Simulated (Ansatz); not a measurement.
Geometry relaxation, with input and output: W16S33 (charge −2) (part 3 of 5)

W16S33 (defect cell, 49 atoms in the cell, total charge −2); DFT PBE+D3(BJ), scalar-relativistic, plane waves, PAW, no spin polarisation (Ansatz 0.2.0); cutoff 420 eV, 2×2×2 k-mesh, Gaussian smearing of 0.01 eV. The structure derives from a Materials Project entry. It belongs to a series of runs on one base structure; here: S interstitial, charge -2, atoms relaxed at the host's cell.

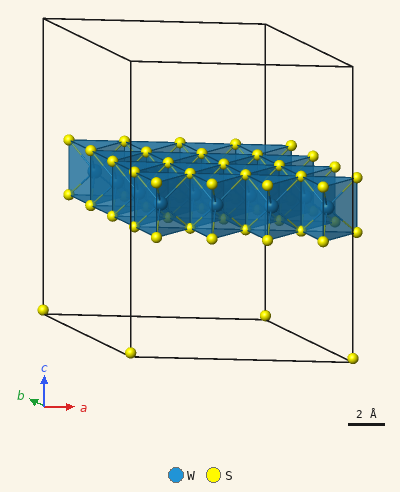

The geometry at step 3 of the log (polyhedral view of the cell of the calculation, with the vacuum cut short, seen slightly off an axis; polyhedra are completed across the faces of the cell).

## Log, continued
```
SCF iter   1: F=—  HF=-195971.778306 eV  |F-HF|=—  |Δ(HF+E_count)|=         —  Δρ=3.00e-3  dr2=1.74e0  ethr=4.12e-4  ⟨swp⟩=1.0  Hψ=2440  notcnv=0
preconditioner: auto → LDOS  [insulator: Δε(μ)=0.015 eV  Ē_g=8.229 eV  σ=0.010 eV  W_gap=0.70  n_scr=328 (ndim 8)  ℏωp=13.2 eV  f_vac=0.585  D(μ)=205.44/eV (n_scr^D=2480)  ε∞_Penn≈3.6  β→1.0]
SCF iter   2: F=—  HF=-195971.776635 eV  |F-HF|=—  |Δ(HF+E_count)|=   1.67e-3  Δρ=2.68e-3  dr2=6.06e-1  ethr=4.11e-4  ⟨swp⟩=1.0  Hψ=892  notcnv=0
SCF iter   3: F=—  HF=-195971.776492 eV  |F-HF|=—  |Δ(HF+E_count)|=   1.43e-4  Δρ=2.47e-3  dr2=9.07e-1  ethr=1.43e-4  ⟨swp⟩=1.0  Hψ=892  notcnv=0  defer=90
SCF iter   4: F=—  HF=-195971.775847 eV  |F-HF|=—  |Δ(HF+E_count)|=   6.45e-4  Δρ=4.47e-4  dr2=3.63e-2  ethr=1.43e-4  ⟨swp⟩=1.0  Hψ=892  notcnv=0  defer=90
SCF iter   5: F=—  HF=-195971.775793 eV  |F-HF|=—  |Δ(HF+E_count)|=   5.47e-5  Δρ=3.21e-4  dr2=1.96e-2  ethr=8.57e-6  ⟨swp⟩=1.0  Hψ=892  notcnv=0  defer=152
SCF iter   6: F=—  HF=-195971.775815 eV  |F-HF|=—  |Δ(HF+E_count)|=   2.27e-5  Δρ=1.49e-4  dr2=3.85e-3  ethr=4.62e-6  ⟨swp⟩=1.5  Hψ=894  notcnv=0  defer=152
SCF iter   7: F=—  HF=-195971.775750 eV  |F-HF|=—  |Δ(HF+E_count)|=   6.50e-5  Δρ=8.46e-5  dr2=1.25e-3  ethr=9.07e-7  ⟨swp⟩=2.0  Hψ=1420  notcnv=0  defer=152
SCF iter   8: F=—  HF=-195971.775740 eV  |F-HF|=—  |Δ(HF+E_count)|=   1.06e-5  Δρ=1.11e-4  dr2=2.31e-3  ethr=2.96e-7  ⟨swp⟩=1.0  Hψ=892  notcnv=0  defer=152
SCF iter   9: F=—  HF=-195971.775745 eV  |F-HF|=—  |Δ(HF+E_count)|=   5.66e-6  Δρ=5.34e-5  dr2=5.47e-4  ethr=2.96e-7  ⟨swp⟩=1.0  Hψ=892  notcnv=0  defer=152
SCF iter  10: F=—  HF=-195971.775705 eV  |F-HF|=—  |Δ(HF+E_count)|=   4.05e-5  Δρ=2.01e-5  dr2=6.91e-5  ethr=1.29e-7  ⟨swp⟩=1.5  Hψ=894  notcnv=0  defer=152
SCF iter  11: F=—  HF=-195971.773851 eV  |F-HF|=—  |Δ(HF+E_count)|=   1.85e-3  Δρ=8.56e-6  dr2=2.33e-6  ethr=1.63e-8  ⟨swp⟩=1.2  Hψ=893  notcnv=0  defer=152
SCF iter  12: F=—  HF=-195971.773851 eV  |F-HF|=—  |Δ(HF+E_count)|=   2.13e-7  Δρ=2.67e-5  dr2=2.10e-5  ethr=5.50e-10  ⟨swp⟩=2.0  Hψ=1304  notcnv=0  defer=152
SCF iter  13: F=—  HF=-195971.773851 eV  |F-HF|=—  |Δ(HF+E_count)|=   6.18e-7  Δρ=5.65e-5  dr2=6.74e-5  ethr=5.50e-10  ⟨swp⟩=2.0  Hψ=1356  notcnv=0  defer=152  recentre
SCF iter  14: F=—  HF=-195971.773851 eV  |F-HF|=—  |Δ(HF+E_count)|=   7.68e-7  Δρ=1.19e-5  dr2=3.23e-6  ethr=5.50e-10  ⟨swp⟩=2.0  Hψ=1359  notcnv=0  defer=152
SCF iter  15: F=-195971.773851 eV  HF=-195971.773851 eV  |F-HF|=7.14e-8  |Δ(HF+E_count)|=   5.00e-8  Δρ=8.87e-7  dr2=8.30e-8  ethr=2.36e-11  ⟨swp⟩=18.5  Hψ=9189  notcnv=0
SCF 3 converged in 15 iterations: F = -195971.773851 eV  dr2 = 8.30e-8
relax step   3: F+E_penalty+E_count = -195971.77385058 eV  Δ(F+E_penalty+E_count) = -1.466e-3 eV  max|allowed force component| = 1.002e-2 eV/Å  Δτ_max = 0.0037 Å  (15 SCF iters, accepted)
WARN: The output density's exchange-correlation potential varies sharply where the density is thin. Do not read a vacuum level from v_tot or v_xc, or from such a field of the output density. On a cell that repeats whose density bears no net charge and no dipole along the vacuum's axis use v_es (v_loc + v_h of the components); under efield.dipole_correction with no amplitude use v_es + v_field, which holds any external_charges[].barrier, or the levels of the report's work_function block, which leave it out; under a non-zero efield.amplitude the vacuum is tilted and has no level; on a cell that repeats and bears such a dipole with no correction it is tilted too, and efield.dipole_correction with no amplitude gives each side of its ramp a level where efield: is served; in a cell that repeats whose density bears a net charge (total_charge, or a fill off its count) it is curved and has none; of a slab under crystal.periodic whose density bears no net charge use v_es, which has a level on each side, short of where the two are joined; of another it falls or rises all the way out and has none; of a slab beside external_charges read slab_vacuum_level instead, which it has where they leave it neutral. The grid or the basis barely resolves most such structure, and the values can differ between equally converged runs; as a rule a tighter scf.convergence.dr2_threshold does not remove it. Where the density itself ripples (under the LDA too) a higher basis.ecutwfc lessens it. The files hold the spikes' plane waves up to the density's cutoff. Files: v_tot_of_output_density and the like, and their columns of v_z.tsv (output.write_potential); v_xc_of_output_density and the like, and their columns of v_comp_z.tsv (output.write_potential_components). Measured: with its Gaussian average of σ = 0.25 Å subtracted twice, the exchange-correlation potential is over 0.1 eV at 33365 of the grid points where the equally averaged density (valence and model cores) is under 1e-3 e/Å³, and 1.23 eV at the most among them, at an averaged density of 5.8e-7 e/Å³. The input density's (outcome.potential() and, of a run that writes arrays, v_tot and v_xc) is over 0.1 eV, so measured, at 33265 points of its own thin density, 1.40 eV at the most. See output.write_potential in the manual, Limitations
SCF converged after 15 iterations
Free energy (F): -195971.773851 eV
Harris-Foulkes:  -195971.773851 eV  (|F-HF|=7.14e-8)
Internal energy: -195971.756781 eV  (E = F + TS)
E sigma→0 (E₀):  -195971.765316 eV
Entropy (-TS):   -0.017069 eV (-0.348 meV/atom)
Fermi energy:    2.726705 eV
--- Per-component energies (eV) ---
  E_band       = -7314.479012
  E_kinetic    = 10782.132475
  E_local      = -195836.968520  (includes V_loc(G=0)·N_el)
  E_nonlocal   = 947.325084
  E_hartree    = 92850.518549
  E_xc         = -7501.760493
  E_vxc        = -6740.395062  (∫ρ·V_xc dr)
  E_paw        = -156811.439768  (= ΣΔE_a)
  E_vpaw       = -2167.642572  (= ΣTr[D̂ρ^β])
  E_aug_tail   = -0.000988  (compensation charges beyond the density's cutoff)
  E_ewald      = 59613.365348
  E_disp       = -14.928468  (pairwise vdW)
  E_smearing   = -0.017069  (= −TS)
  E_closure    = 0.000000  (closes the sum)
  E_deformation_potential = -13.157187  (in the stress; not in F)
  Σ components = -195971.773851   (vs F -195971.773851, Δ=0.00e0)
--- Forces (eV/Å), atoms counted from 1 ---
  atom   1  W     -0.00252431     0.01001976     0.00000000
  atom   2  W      0.00741522    -0.00719600     0.00000000
  atom   3  W      0.00816260    -0.00471268     0.00000000
  atom   4  W      0.00000000     0.00942536     0.00000000
  atom   5  W      0.00000000     0.00000000     0.00000000
  atom   6  W      0.00993952    -0.00282377     0.00000000
  atom   7  W     -0.00613944    -0.00354461     0.00000000
  atom   8  W      0.00252431     0.01001976     0.00000000
  atom   9  W     -0.00993952    -0.00282377     0.00000000
  atom  10  W     -0.00000000     0.00976321     0.00000000
  atom  11  W      0.00845518    -0.00488160     0.00000000
  atom  12  W     -0.00741522    -0.00719600     0.00000000
  atom  13  W      0.00613944    -0.00354461     0.00000000
  atom  14  W     -0.00845518    -0.00488160     0.00000000
  atom  15  W      0.00000000     0.00708921     0.00000000
  atom  16  W     -0.00816260    -0.00471268     0.00000000
  atom  17  S     -0.00000000     0.00059011    -0.00020163
  atom  18  S      0.00365890     0.00211247     0.00251122
  atom  19  S      0.00051105    -0.00029506    -0.00020163
  atom  20  S     -0.00038136    -0.00022018     0.00730920
  atom  21  S     -0.00365890     0.00211247     0.00251122
  atom  22  S      0.00000000    -0.00422493     0.00251122
  atom  23  S      0.00077326     0.00289919    -0.00066394
  atom  24  S      0.00289740    -0.00077993    -0.00066394
  atom  25  S     -0.00051105    -0.00029506    -0.00020163
  atom  26  S     -0.00077326     0.00289919    -0.00066394
  atom  27  S      0.00000000    -0.00000000     0.00449646
  atom  28  S      0.00212414    -0.00211926    -0.00066394
  atom  29  S      0.00038136    -0.00022018     0.00730920
  atom  30  S     -0.00289740    -0.00077993    -0.00066394
  atom  31  S     -0.00212414    -0.00211926    -0.00066394
  atom  32  S      0.00000000     0.00044036     0.00730920
  atom  33  S     -0.00000000     0.00059011     0.00020163
  atom  34  S      0.00365890     0.00211247    -0.00251122
  atom  35  S      0.00051105    -0.00029506     0.00020163
  atom  36  S     -0.00038136    -0.00022018    -0.00730920
  atom  37  S     -0.00365890     0.00211247    -0.00251122
  atom  38  S      0.00000000    -0.00422493    -0.00251122
  atom  39  S      0.00077326     0.00289919     0.00066394
  atom  40  S      0.00289740    -0.00077993     0.00066394
  atom  41  S     -0.00051105    -0.00029506     0.00020163
  atom  42  S     -0.00077326     0.00289919     0.00066394
  atom  43  S      0.00000000    -0.00000000    -0.00449646
  atom  44  S      0.00212414    -0.00211926     0.00066394
  atom  45  S      0.00038136    -0.00022018    -0.00730920
  atom  46  S     -0.00289740    -0.00077993     0.00066394
  atom  47  S     -0.00212414    -0.00211926     0.00066394
  atom  48  S      0.00000000     0.00044036    -0.00730920
  atom  49  S      0.00000000    -0.00000000     0.00000000
  max |Σ_I F_I| component: 6.31e-17 eV/Å
--- Charged-cell corrections in eV (Makov–Payne, q = -2.000 e, ε = [5.610, 5.610, 1.433]) ---
  F (periodic)     = -195971.773851  (uncorrected; the corrections below are reported, never added to it)
  E_corr1          = +0.808780  (monopole, q²α_M/2ε̄L, of the cell on which ε is isotropic)
  F Makov-Payne    = -195970.965071  (F + E_corr1; no measured alignment; for a localised charge, not one spread in a band: unchecked)
  no potential alignment in this run, which stands beside a crystal: run the host's input off ansatz write-host-input, and read the two finished runs by ansatz place-levels (neither reads a slab, a wire or a sheet, whose cell leaves a vacuum)
--- Band table (eV) ---
  k-point 0: bands = ["-73.2645", "-73.2567", "-73.2567", "-73.2534", "-73.2480", "-73.2480", "-73.2455", "-73.2437", "-73.2437", "-73.2404", ... 51 levels left out ..., "-37.4107", "-37.3712", "-37.3712", "-14.1728", "-13.2268", "-13.2268", "-13.2261", "-13.2233", "-13.2220", "-13.2220", "-12.5676", "-12.2128", "-12.2099", "-12.2099", "-12.2050", "-12.2050", "-12.2043", "-12.0249", "-12.0249", "-12.0146", "-12.0145", "-12.0145", "-12.0119", "-11.9855", "-11.9812", "-11.9812", "-11.7698", "-11.7674", "-11.7674",
      "-11.7445", "-11.7445", "-11.7434", "-11.7422", "-11.7422", "-11.7400", "-7.0902", "-5.8955", "-5.8955", "-5.8945", "-5.7879", "-5.0923", "-5.0923", "-5.0917", "-5.0917", "-5.0905", "-5.0905", "-4.8798", "-4.8792", "-4.8792", "-4.8724", "-4.8724", "-4.8720", "-4.6509", "-4.6503", "-4.6503", "-4.6491", "-4.6467", "-4.6467", "-4.5826", "-4.5826", "-4.5826", "-3.8411", "-3.8357", "-3.8357", "-3.8330", "-3.8330", "-3.8306", "-3.8144", "-3.8115",
      "-3.8115", "-3.5156", "-3.5156", "-3.5127", "-3.5123", "-3.5095", "-3.5095", "-3.2698", "-3.2654", "-3.2654", "-3.2629", "-3.2629", "-3.2616", "-2.9624", "-2.9597", "-2.9579", "-2.9579", "-2.9520", "-2.9520", "-2.7294", "-2.7294", "-2.7294", "-2.6940", "-2.6912", "-2.6882", "-2.6882", "-2.6858", "-2.6858", "-2.1300", "-2.1300", "-1.9924", "-1.9915", "-1.9915", "-1.9851", "-1.9851", "-1.9837", "-1.6161", "-1.5935", "-1.5935", "-1.5914",
      "-1.3509", "-1.3509", "-1.3504", "-1.3489", "-1.3382", "-1.3382", "-1.2912", "-1.2843", "-1.2843", "-1.2700", "-1.2700", "-1.2627", "-1.1042", "-1.0987", "-1.0987", "-1.0850", "-1.0850", "-1.0822", "-0.8961", "-0.8961", "-0.5623", "-0.5623", "-0.5593", "-0.3155", "-0.3155", "-0.3155", "-0.2746", "-0.2737", "-0.2737", "-0.2672", "-0.2666", "-0.2666", "0.0534", "0.0534", "0.0559", "0.0600", "0.0600", "0.0646", "0.4617", "2.7203",
      "2.7203", "2.7207", "2.8577", "2.8685", "2.8685", "2.8843", "2.8843", "2.8905", "3.0611", "3.0611", "3.0705", "3.0731", "3.0772", "3.0772", "3.2135", "3.2154", "3.2154", "3.2196", "3.2196", "3.2265", "3.5777", "3.5777", "3.6162", "3.6204", "3.6204", "3.6939", "3.6939", "3.8074", "3.8091", "3.8091", "3.8172", "3.8172", "3.8223", "4.0024", "4.0024", "4.0028", "4.0081", "4.0081", "4.0086", "4.0086",
      "4.0230", "4.0238", "4.0556", "4.0556", "4.0587", "4.0610", "4.0610", "4.0628", "4.6482", "4.6540", "4.6540"]
  k-point 1: bands = ["-73.2645", "-73.2567", "-73.2567", "-73.2534", "-73.2480", "-73.2480", "-73.2455", "-73.2437", "-73.2437", "-73.2404", ... 51 levels left out ..., "-37.4107", "-37.3711", "-37.3711", "-14.1728", "-13.2268", "-13.2268", "-13.2261", "-13.2233", "-13.2220", "-13.2220", "-12.5676", "-12.2128", "-12.2099", "-12.2099", "-12.2050", "-12.2050", "-12.2043", "-12.0249", "-12.0249", "-12.0146", "-12.0145", "-12.0145", "-12.0119", "-11.9855", "-11.9812", "-11.9812", "-11.7698", "-11.7674", "-11.7674",
      "-11.7445", "-11.7445", "-11.7434", "-11.7422", "-11.7422", "-11.7400", "-7.0902", "-5.8955", "-5.8955", "-5.8945", "-5.7879", "-5.0923", "-5.0923", "-5.0917", "-5.0917", "-5.0905", "-5.0905", "-4.8798", "-4.8792", "-4.8792", "-4.8724", "-4.8724", "-4.8720", "-4.6509", "-4.6503", "-4.6503", "-4.6491", "-4.6467", "-4.6467", "-4.5826", "-4.5826", "-4.5826", "-3.8411", "-3.8357", "-3.8357", "-3.8330", "-3.8330", "-3.8306", "-3.8144", "-3.8115",
      "-3.8115", "-3.5156", "-3.5156", "-3.5127", "-3.5123", "-3.5095", "-3.5095", "-3.2698", "-3.2654", "-3.2654", "-3.2629", "-3.2629", "-3.2616", "-2.9624", "-2.9597", "-2.9579", "-2.9579", "-2.9519", "-2.9519", "-2.7294", "-2.7294", "-2.7294", "-2.6940", "-2.6912", "-2.6882", "-2.6882", "-2.6858", "-2.6858", "-2.1300", "-2.1300", "-1.9924", "-1.9915", "-1.9915", "-1.9851", "-1.9851", "-1.9837", "-1.6161", "-1.5935", "-1.5935", "-1.5914",
      "-1.3509", "-1.3509", "-1.3504", "-1.3489", "-1.3382", "-1.3382", "-1.2912", "-1.2843", "-1.2843", "-1.2700", "-1.2700", "-1.2627", "-1.1042", "-1.0987", "-1.0987", "-1.0850", "-1.0850", "-1.0822", "-0.8961", "-0.8961", "-0.5623", "-0.5623", "-0.5593", "-0.3155", "-0.3155", "-0.3155", "-0.2747", "-0.2737", "-0.2737", "-0.2672", "-0.2666", "-0.2666", "0.0534", "0.0534", "0.0559", "0.0600", "0.0600", "0.0646", "0.4617", "2.7187",
      "2.7207", "2.7207", "2.8578", "2.8686", "2.8686", "2.8838", "2.8838", "2.8930", "3.0611", "3.0611", "3.0705", "3.0732", "3.0772", "3.0772", "3.2135", "3.2154", "3.2154", "3.2196", "3.2196", "3.2265", "3.5777", "3.5777", "3.6162", "3.6204", "3.6204", "3.6939", "3.6939", "3.8070", "3.8090", "3.8090", "3.8171", "3.8171", "3.8217", "4.0024", "4.0024", "4.0028", "4.0081", "4.0081", "4.0086", "4.0086",
      "4.0230", "4.0238", "4.0556", "4.0556", "4.0588", "4.0610", "4.0610", "4.0628", "4.6482", "4.6540", "4.6540"]
```
